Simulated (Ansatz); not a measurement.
Run report: Ti$_{12}$HO$_{24}$, geometry relaxation (part 4 of 5)

Continued. System: Ti$_{12}$HO$_{24}$ (slab, 37 atoms in the cell). Method: DFT PBE+D3(BJ), scalar-relativistic, plane waves, PAW, spin-polarised (Ansatz 0.2.0); cutoff 420 eV, 4×5×1 k-mesh, Gaussian smearing of 0.05 eV, collinear spins. The structure derives from an entry of the Crystallography Open Database. The input holds or restrains some coordinates. Forces given for the steps count only the free coordinates.

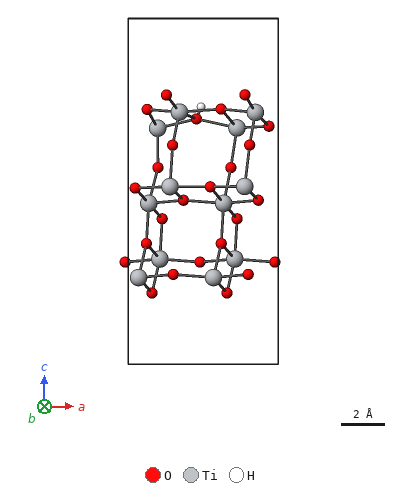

*The geometry at step 7 of the log (ball-and-stick view of the cell of the calculation, with the vacuum cut short, along the b axis).*

## Output, continued
```
  k-point 10 ↓: bands = ["-58.0546", "-58.0349", "-57.9426", "-57.9265", "-57.9128", "-57.9021", "-57.7634", "-57.7609", "-57.7256", "-57.7210", "-57.4304", "-57.4261", "-34.5149", "-34.4629", "-34.4360", "-34.4199", "-34.3947", "-34.3641", "-34.3574", "-34.3376", "-34.2937", "-34.2683", "-34.2299", "-34.2150", "-34.1782", "-34.1643", "-34.1583", "-34.1511", "-34.1324", "-34.1254", "-34.1141", "-34.1107", "-34.0845", "-34.0763", "-34.0721", "-34.0349", "-34.0321", "-34.0283", "-33.9975", "-33.9912",
      "-33.9190", "-33.9087", "-33.7367", "-33.7287", "-33.7099", "-33.7066", "-33.6390", "-33.6312", "-20.7031", "-18.9240", "-18.7833", "-18.6997", "-18.5035", "-18.4926", "-18.2835", "-18.2690", "-18.1786", "-18.1204", "-18.1091", "-18.0872", "-18.0514", "-18.0316", "-17.9593", "-17.8865", "-17.8580", "-17.8117", "-17.6212", "-17.6003", "-17.5962", "-17.5478", "-16.3515", "-16.3340", "-8.1307", "-6.4894", "-6.3877", "-6.2249", "-6.2178", "-6.1439", "-6.1180", "-5.9543",
      "-5.9429", "-5.8520", "-5.8364", "-5.6636", "-5.4756", "-5.4067", "-5.3746", "-5.3246", "-5.2984", "-5.2405", "-5.1783", "-5.1009", "-5.0497", "-5.0197", "-4.9441", "-4.9138", "-4.8524", "-4.7887", "-4.7133", "-4.5900", "-4.5104", "-4.4676", "-4.3948", "-4.3528", "-4.2715", "-4.2162", "-4.1614", "-4.1091", "-4.0245", "-4.0001", "-3.9550", "-3.9009", "-3.8277", "-3.7590", "-3.6686", "-3.6646", "-3.5647", "-3.5083", "-3.4632", "-3.3901",
      "-3.3492", "-3.1661", "-3.1140", "-3.0212", "-2.9527", "-2.9134", "-2.8945", "-2.8533", "-2.7638", "-2.6759", "-2.6071", "-2.5139", "-2.4949", "-2.4239", "-2.3649", "-2.2838", "-2.2420", "-2.1366", "-2.0728", "-2.0016", "-1.6682", "-1.5999", "-1.2924", "-1.2592", "1.1086", "1.2050", "1.2498", "1.3100", "1.4435", "1.5080", "1.5293", "1.6011", "1.6092", "1.6247", "1.6890", "1.7372", "1.8071", "1.8174", "1.8789", "1.8931",
      "1.9395", "1.9803", "2.0100", "2.0485", "2.0691", "2.1731", "2.1879", "2.2166", "2.3314", "2.3775", "2.4263", "2.4451", "2.4741", "2.5310", "2.5729", "2.6237", "2.6377", "2.7248", "2.9310", "2.9579", "3.0703", "3.0877"]
--- Relaxed structure (16 steps of the walk, 15 accepted, 0 SCFs on fresh bases) ---
  F+E_penalty+E_count = -43682.88761271 eV   max|allowed force component| = 1.722e-2 eV/Å
  atoms:
    - { symbol: O, position: [0.1576537217, 0.6306148869, 0.2994062303] }
    - { symbol: O, position: [0.6576537216999999, 0.6306148869, 0.2994062303] }
    - { symbol: Ti, position: [0.0676893108, 0.2707572432, 0.3252209285] }
    - { symbol: Ti, position: [0.5676893108, 0.2707572432, 0.3252209285] }
    - { symbol: O, position: [0.2995760494, 0.19830419770000002, 0.3304184101] }
    - { symbol: O, position: [0.7995760494000002, 0.19830419770000002, 0.3304184101] }
    - { symbol: O, position: [0.4777248999, 0.9108995995000001, 0.3510356266] }
    - { symbol: O, position: [0.9777248999, 0.9108995995000001, 0.3510356266] }
    - { symbol: Ti, position: [0.2096116385, 0.8384465540000001, 0.3562331083] }
    - { symbol: Ti, position: [0.7096116385, 0.8384465540000001, 0.3562331083] }
    - { symbol: O, position: [0.11964722760000002, 0.47858891030000006, 0.3820478065] }
    - { symbol: O, position: [0.6196472276, 0.47858891030000006, 0.3820478065] }
    - { symbol: O, position: [0.2253430325, 0.9013721301000001, 0.4234549496] }
    - { symbol: O, position: [0.7253430325, 0.9013721301000001, 0.4234549496] }
    - { symbol: Ti, position: [0.1353786216, 0.5415144864, 0.4492696477] }
    - { symbol: Ti, position: [0.6353786216, 0.5415144864, 0.4492696477] }
    - { symbol: O, position: [0.3672653602, 0.46906144090000007, 0.45446712930000005] }
    - { symbol: O, position: [0.8672653602, 0.46906144090000007, 0.45446712930000005] }
    - { symbol: O, position: [0.5457421614864021, 0.18274982833237668, 0.4750630504360324] }
    - { symbol: O, position: [0.044852297354901746, 0.1796629400330379, 0.4745671241030103] }
    - { symbol: Ti, position: [0.2778106921403978, 0.109579793730157, 0.4773509655959349] }
    - { symbol: Ti, position: [0.7763791600582418, 0.10726676622803781, 0.47754966162318024] }
    - { symbol: O, position: [0.198102999847168, 0.7567209114738944, 0.5090650408188708] }
    - { symbol: O, position: [0.6803072386085743, 0.7565758163564815, 0.5089579537506898] }
    - { symbol: O, position: [0.29683846167996164, 0.2007537528620355, 0.5457139587850062] }
    - { symbol: O, position: [0.8029168824431999, 0.19819711593563008, 0.5456179702279338] }
    - { symbol: Ti, position: [0.19701794543695048, 0.8361497228936223, 0.5745218803224551] }
    - { symbol: Ti, position: [0.7213950663708777, 0.836438359777461, 0.5750476049529772] }
    - { symbol: O, position: [0.4498444414829037, 0.7995722444004821, 0.5923751627296006] }
    - { symbol: O, position: [0.9438672785818649, 0.7741855647468014, 0.5809602580387742] }
    - { symbol: O, position: [0.6197463462043689, 0.4810127990802144, 0.603871835850516] }
    - { symbol: O, position: [0.1219713600818583, 0.4857009276896169, 0.6044337440029954] }
    - { symbol: Ti, position: [0.3416277072689066, 0.3701715191542495, 0.600754277366528] }
    - { symbol: Ti, position: [0.8440753671780606, 0.37199121795751827, 0.6001671346140768] }
    - { symbol: O, position: [0.26670609480174445, 0.07379913484422446, 0.6310333420607265] }
    - { symbol: O, position: [0.7699695503733646, 0.07122412118609912, 0.6304891362333863] }
    - { symbol: H, position: [0.4744141254090811, 0.8998756644762563, 0.6218463640261013] }
--- Löwdin populations: 37 sites ---
  site symbol       q [e]    m [muB]
     0      O      6.6402     0.0000
     1      O      6.6404     0.0000
     2     Ti     10.6168    -0.0000
     3     Ti     10.6171    -0.0000
     4      O      6.6661     0.0000
     5      O      6.6661     0.0000
     6      O      6.6564     0.0000
     7      O      6.6562     0.0000
     8     Ti     10.6693    -0.0000
     9     Ti     10.6695    -0.0000
    10      O      6.5973     0.0000
    11      O      6.5983     0.0000
    12      O      6.6311     0.0000
    13      O      6.6314     0.0000
    14     Ti     10.6615     0.0000
    15     Ti     10.6627     0.0000
    16      O      6.6296    -0.0000
    17      O      6.6397    -0.0000
    18      O      6.6414    -0.0000
    19      O      6.6476    -0.0000
    20     Ti     10.6704     0.0000
    21     Ti     10.6710     0.0000
    22      O      6.6729    -0.0000
    23      O      6.6765    -0.0000
    24      O      6.6029    -0.0000
    25      O      6.5966    -0.0000
    26     Ti     10.6796     0.0000
    27     Ti     10.6792     0.0000
    28      O      6.7081     0.0000
    29      O      6.6033    -0.0000
    30      O      6.7161    -0.0000
    31      O      6.7029    -0.0000
    32     Ti     10.7000     0.0000
    33     Ti     10.6914     0.0000
    34      O      6.5819     0.0000
    35      O      6.5942    -0.0000
    36      H      0.5948    -0.0000
  spilling = 0.003527 (of n_electrons = 289.000000)
```

## Trajectory as extended XYZ (Å, eV, eV/Å), 6 of the 16 frames kept, from step=1 to step=16
```
37
Lattice="7.5747 0.0000 0.0000 -1.8937 5.1467 0.0000 0.0000 0.0000 28.3895" Properties=species:S:1:pos:R:3:forces:R:3 step=1 energy=-43680.25849
O     0.0000    3.2456    8.5000   -0.0001  -1.7708   1.0710
O     3.7874    3.2456    8.5000    0.0001  -1.7717   1.0708
Ti    0.0000    1.3935    9.2329   -0.0001   3.7176   1.6095
Ti    3.7874    1.3935    9.2329    0.0001   3.7175   1.6082
O     1.8937    1.0206    9.3804    0.0002   0.2730  -1.0662
O     5.6811    1.0206    9.3804   -0.0002   0.2729  -1.0663
O     1.8937    4.6882    9.9657   -0.0003   0.3606  -0.0482
O     5.6811    4.6882    9.9657    0.0003   0.3603  -0.0481
Ti    0.0000    4.3153   10.1133   -0.0004  -1.5681  -2.0436
Ti    3.7874    4.3153   10.1133    0.0004  -1.5662  -2.0406
O     0.0000    2.4632   10.8462    0.0011  -0.9813  -0.2155
O     3.7874    2.4632   10.8462   -0.0011  -0.9837  -0.2147
O     0.0000    4.6391   12.0217   -0.0008  -0.0602   0.1714
O     3.7874    4.6391   12.0217    0.0008  -0.0681   0.1633
Ti    0.0000    2.7870   12.7546   -0.0100  -0.1170   0.5160
Ti    3.7874    2.7870   12.7546    0.0099  -0.1010   0.5190
O     1.8937    2.4141   12.9021    0.0008   0.0996  -0.0116
O     5.6811    2.4141   12.9021   -0.0009   0.1047  -0.0197
O     3.7874    0.9326   13.4719   -0.0084  -0.0504   0.1409
O     0.0000    0.9326   13.4719    0.0083  -0.0476   0.1240
Ti    1.8937    0.5102   13.5983   -0.0225   0.0114  -0.5784
Ti    5.6810    0.5102   13.5983    0.0223   0.0247  -0.5280
O     0.0000    3.8951   14.3938    0.0460   0.0564   0.4800
O     3.7874    3.8951   14.3938   -0.0452   0.0353   0.4665
O     1.8937    0.9993   15.5085   -0.1810   0.2181   0.2248
O     5.6811    0.9993   15.5085    0.1733   0.1512   0.2078
Ti    0.0000    4.2636   16.4409   -1.1069  -0.0988  -0.7083
Ti    3.7874    4.2636   16.4409    1.1223   0.0092  -0.7939
O     1.8937    3.8863   16.4575    0.0021  -0.0515   0.1020
O     5.6810    3.8863   16.4575   -0.0106   0.0442   0.1595
O     3.7874    2.4383   17.2562   -0.1512   0.3520   0.1683
O     0.0000    2.4383   17.2562    0.1543   0.0196  -0.0077
Ti    1.8937    1.9111   17.0367   -0.0481  -0.4896  -0.1276
Ti    5.6810    1.9111   17.0367    0.0523   0.0634  -0.3603
O     1.8937    0.2990   17.8837   -0.1768  -0.0741   0.4933
O     5.6810    0.2990   17.8837    0.1667  -0.1269   0.5434
H     1.8937    5.4457   16.9237    0.0031   0.0350   0.0386
37
Lattice="7.5747 0.0000 0.0000 -1.8937 5.1467 0.0000 0.0000 0.0000 28.3895" Properties=species:S:1:pos:R:3:forces:R:3 step=4 energy=-43680.65843
O     0.0000    3.2456    8.5000    0.0006  -1.6774   1.1451
O     3.7874    3.2456    8.5000   -0.0003  -1.6749   1.1509
Ti    0.0000    1.3935    9.2329    0.0025   3.6249   1.4518
Ti    3.7874    1.3935    9.2329   -0.0024   3.6187   1.4359
O     1.8937    1.0206    9.3804    0.0027   0.2351  -1.0068
O     5.6811    1.0206    9.3804   -0.0033   0.2305  -1.0035
O     1.8937    4.6882    9.9657    0.0057   0.3004   0.0526
O     5.6811    4.6882    9.9657   -0.0049   0.2978   0.0507
Ti    0.0000    4.3153   10.1133   -0.0065  -1.5718  -2.4468
Ti    3.7874    4.3153   10.1133    0.0054  -1.5624  -2.4697
O     0.0000    2.4632   10.8462   -0.0015  -0.9080   0.1290
O     3.7874    2.4632   10.8462    0.0007  -0.9443   0.1524
O     0.0000    4.6391   12.0217    0.0445  -0.0174   0.3781
O     3.7874    4.6391   12.0217   -0.0399  -0.0619   0.3602
Ti    0.0000    2.7870   12.7546    0.0031  -0.1944   0.2304
Ti    3.7874    2.7870   12.7546    0.0009  -0.1551   0.3348
O     1.8937    2.4141   12.9021    0.0261   0.1639  -0.0335
O     5.6811    2.4141   12.9021   -0.0267   0.1638   0.0184
O     3.7871    0.9487   13.5310    0.0173  -0.0355  -0.0557
O     0.0008    0.9328   13.4701   -0.0140  -0.0320   0.0164
Ti    1.8936    0.5266   13.5646    0.0061   0.1814   0.0522
Ti    5.6815    0.5207   13.5638   -0.0205   0.1695   0.0658
O     0.0091    3.9191   14.4232    0.0296  -0.0412  -0.0101
O     3.7754    3.9109   14.4257   -0.0401  -0.0924  -0.0622
O     1.8269    1.0549   15.5206    0.3016  -0.0501  -0.0667
O     5.7522    1.0171   15.5163   -0.2562  -0.1797   0.0263
Ti   -0.0997    4.2661   16.3603    0.1965  -0.1714  -0.0410
Ti    3.8842    4.2716   16.3723   -0.1147  -0.1194  -0.1448
O     1.8885    4.0062   16.5622    0.0587   2.5497   0.9148
O     5.6787    3.8267   16.4172   -0.0837   0.2096  -0.0807
O     3.7896    2.5074   17.3255   -0.1130  -0.7523  -0.2268
O    -0.0015    2.4673   17.2201    0.1218   0.0534   0.0011
Ti    1.8954    1.9045   17.0721   -0.5424  -0.2728   0.3081
Ti    5.6846    1.8700   17.0633    0.4191   0.0917   0.3684
O     1.7372    0.2831   17.8889    0.5736   0.5312  -0.1413
O     5.8363    0.2633   17.9155   -0.5360   0.4042  -0.2248
H     1.9031    5.3371   17.2000   -0.0102  -2.3123  -0.6289
37
Lattice="7.5747 0.0000 0.0000 -1.8937 5.1467 0.0000 0.0000 0.0000 28.3895" Properties=species:S:1:pos:R:3:forces:R:3 step=7 energy=-43681.96585 accepted=F
O     0.0000    3.2456    8.5000    0.0025  -1.6675   1.1657
O     3.7874    3.2456    8.5000   -0.0023  -1.6650   1.1665
Ti    0.0000    1.3935    9.2329   -0.0007   3.6025   1.4034
Ti    3.7874    1.3935    9.2329    0.0012   3.6071   1.3932
O     1.8937    1.0206    9.3804    0.0012   0.2154  -0.9848
O     5.6811    1.0206    9.3804   -0.0021   0.2148  -0.9840
O     1.8937    4.6882    9.9657    0.0009   0.2840   0.0768
O     5.6811    4.6882    9.9657   -0.0002   0.2829   0.0721
Ti    0.0000    4.3153   10.1133   -0.0108  -1.5349  -2.5426
Ti    3.7874    4.3153   10.1133    0.0099  -1.5317  -2.5420
O     0.0000    2.4632   10.8462    0.0009  -0.9246   0.2824
O     3.7874    2.4632   10.8462   -0.0005  -0.9687   0.2696
O     0.0000    4.6391   12.0217    0.0387  -0.0374   0.5658
O     3.7874    4.6391   12.0217   -0.0343  -0.0623   0.5529
Ti    0.0000    2.7870   12.7546    0.0179  -0.0860   0.0087
Ti    3.7874    2.7870   12.7546   -0.0200  -0.0560   0.1369
O     1.8937    2.4141   12.9021   -0.0058   0.1952  -0.0505
O     5.6811    2.4141   12.9021    0.0057   0.2675   0.0912
O     3.7895    0.9537   13.5395   -0.0041  -0.0155  -0.1213
O    -0.0012    0.9304   13.4763    0.0065  -0.0087  -0.0269
Ti    1.8956    0.5552   13.5493    0.0156   0.1164   0.1754
Ti    5.6793    0.5422   13.5550   -0.0160   0.1002   0.2186
O     0.0452    3.9336   14.4506    0.0966  -0.0877  -0.0644
O     3.7390    3.9112   14.4481   -0.0945  -0.0909  -0.1267
O     1.8305    1.0992   15.5141    0.0641  -0.2200  -0.1647
O     5.7538    1.0238   15.5224   -0.0561  -0.1067  -0.1944
Ti   -0.1202    4.3388   16.3204    0.0981  -0.0769  -0.0295
Ti    3.9052    4.2970   16.3359   -0.1267  -0.1595   0.0891
O     1.8924    4.2084   16.7632   -0.1913  -8.4517  -8.3444
O     5.6817    3.8761   16.4116    0.0484   0.3198   0.0601
O     3.7797    2.4585   17.2291   -0.0689   0.0839  -0.2700
O     0.0133    2.5415   17.2109    0.0335   0.0422   0.0019
Ti    1.8670    1.9313   17.0868    0.1407  -0.0985   0.1994
Ti    5.7195    1.8980   17.0705   -0.1585  -0.1095   0.1370
O     1.7876    0.3581   17.8956    0.1077   0.2680  -0.0541
O     5.7768    0.3122   17.9057   -0.0570   0.2025  -0.1167
H     1.9046    4.8066   17.3348    0.1597   8.1570   8.5509
37
Lattice="7.5747 0.0000 0.0000 -1.8937 5.1467 0.0000 0.0000 0.0000 28.3895" Properties=species:S:1:pos:R:3:forces:R:3 step=10 energy=-43682.84084
O     0.0000    3.2456    8.5000    0.0028  -1.6793   1.1566
O     3.7874    3.2456    8.5000   -0.0027  -1.6795   1.1544
Ti    0.0000    1.3935    9.2329   -0.0019   3.6119   1.4215
Ti    3.7874    1.3935    9.2329    0.0025   3.6202   1.4167
O     1.8937    1.0206    9.3804    0.0001   0.2219  -0.9926
O     5.6811    1.0206    9.3804   -0.0010   0.2233  -0.9935
O     1.8937    4.6882    9.9657   -0.0019   0.2917   0.0627
O     5.6811    4.6882    9.9657    0.0025   0.2918   0.0574
Ti    0.0000    4.3153   10.1133   -0.0104  -1.5314  -2.4836
Ti    3.7874    4.3153   10.1133    0.0095  -1.5314  -2.4707
O     0.0000    2.4632   10.8462    0.0030  -0.9397   0.2365
O     3.7874    2.4632   10.8462   -0.0027  -0.9705   0.2136
O     0.0000    4.6391   12.0217    0.0205  -0.0743   0.5758
O     3.7874    4.6391   12.0217   -0.0175  -0.0865   0.5312
Ti    0.0000    2.7870   12.7546    0.0356  -0.0901  -0.0140
Ti    3.7874    2.7870   12.7546   -0.0358  -0.0160   0.0448
O     1.8937    2.4141   12.9021   -0.0189   0.1306  -0.0435
O     5.6811    2.4141   12.9021    0.0172   0.2548   0.0987
O     3.7886    0.9475   13.5116   -0.0031  -0.0359  -0.0445
O    -0.0007    0.9274   13.4755    0.0059  -0.0141   0.0170
Ti    1.8978    0.5558   13.5551   -0.0349   0.0851  -0.0413
Ti    5.6764    0.5447   13.5603    0.0362   0.0736  -0.0238
O     0.0570    3.9137   14.4437    0.0459  -0.0197   0.0561
O     3.7291    3.8983   14.4386   -0.0395  -0.0111   0.0414
O     1.8595    1.0663   15.5045    0.0083  -0.1150  -0.1330
O     5.7222    1.0207   15.5040   -0.0258  -0.0562  -0.1368
Ti   -0.1036    4.3272   16.3133   -0.0297  -0.0922  -0.0210
Ti    3.8918    4.2970   16.3254    0.0307  -0.0080  -0.0002
O     1.8909    4.1165   16.7458   -0.0058  -0.1593  -0.4676
O     5.6840    3.9257   16.4309    0.0045   0.1887   0.0504
O     3.7835    2.4775   17.1898    0.0012  -0.0389  -0.0898
O     0.0034    2.5234   17.1952    0.0102   0.0092  -0.0394
Ti    1.8783    1.9253   17.0673   -0.0266  -0.1039   0.0701
Ti    5.6994    1.9105   17.0474    0.0153  -0.1318   0.1656
O     1.8297    0.3752   17.9022    0.1411  -0.0098  -0.0017
O     5.7404    0.3363   17.8959   -0.1394   0.0904  -0.0910
H     1.9071    4.6891   17.5261    0.0045   0.3010   0.7178
37
Lattice="7.5747 0.0000 0.0000 -1.8937 5.1467 0.0000 0.0000 0.0000 28.3895" Properties=species:S:1:pos:R:3:forces:R:3 step=13 energy=-43682.88669
O     0.0000    3.2456    8.5000    0.0029  -1.6786   1.1588
O     3.7874    3.2456    8.5000   -0.0027  -1.6812   1.1555
Ti    0.0000    1.3935    9.2329   -0.0032   3.6058   1.4122
Ti    3.7874    1.3935    9.2329    0.0033   3.6132   1.4106
O     1.8937    1.0206    9.3804   -0.0004   0.2223  -0.9897
O     5.6811    1.0206    9.3804    0.0003   0.2252  -0.9917
O     1.8937    4.6882    9.9657   -0.0037   0.2909   0.0632
O     5.6811    4.6882    9.9657    0.0038   0.2916   0.0581
Ti    0.0000    4.3153   10.1133   -0.0097  -1.5252  -2.4845
Ti    3.7874    4.3153   10.1133    0.0089  -1.5248  -2.4620
O     0.0000    2.4632   10.8462    0.0057  -0.9490   0.2434
O     3.7874    2.4632   10.8462   -0.0058  -0.9659   0.2310
O     0.0000    4.6391   12.0217    0.0001  -0.1422   0.6109
O     3.7874    4.6391   12.0217    0.0014  -0.1426   0.5539
Ti    0.0000    2.7870   12.7546    0.0160  -0.0708  -0.0536
Ti    3.7874    2.7870   12.7546   -0.0188   0.0058   0.0137
O     1.8937    2.4141   12.9021   -0.0234   0.1244  -0.0433
O     5.6811    2.4141   12.9021    0.0242   0.2913   0.1006
O     3.7876    0.9404   13.4890    0.0021   0.0049  -0.0025
O    -0.0003    0.9246   13.4733   -0.0054   0.0020  -0.0032
Ti    1.8965    0.5652   13.5501    0.0109   0.0021   0.0085
Ti    5.6785    0.5514   13.5577   -0.0125   0.0019   0.0046
O     0.0655    3.8933   14.4499   -0.0023   0.0075   0.0080
O     3.7216    3.8946   14.4492   -0.0033   0.0008   0.0106
O     1.8641    1.0320   15.4930    0.0062  -0.0145  -0.0403
O     5.7082    1.0199   15.4920   -0.0012  -0.0223  -0.0160
Ti   -0.0962    4.3040   16.3043    0.0436  -0.0447   0.0672
Ti    3.8771    4.3046   16.3282    0.0333  -0.0148  -0.0204
O     1.8940    4.1118   16.8151   -0.0480   0.0037  -0.0207
O     5.6808    3.9792   16.4981    0.0230   0.0364  -0.0147
O     3.7833    2.4731   17.1429    0.0073   0.0016   0.0031
O     0.0048    2.4995   17.1602    0.0031   0.0024  -0.0075
Ti    1.8897    1.9034   17.0568   -0.0423   0.0409  -0.0187
Ti    5.6909    1.9123   17.0407    0.0098   0.0461   0.0180
O     1.8877    0.3788   17.9129   -0.0193  -0.0421   0.0360
O     5.6986    0.3653   17.9035   -0.0052  -0.0189  -0.0135
H     1.8826    4.6254   17.6526    0.0012   0.0170   0.0143
```
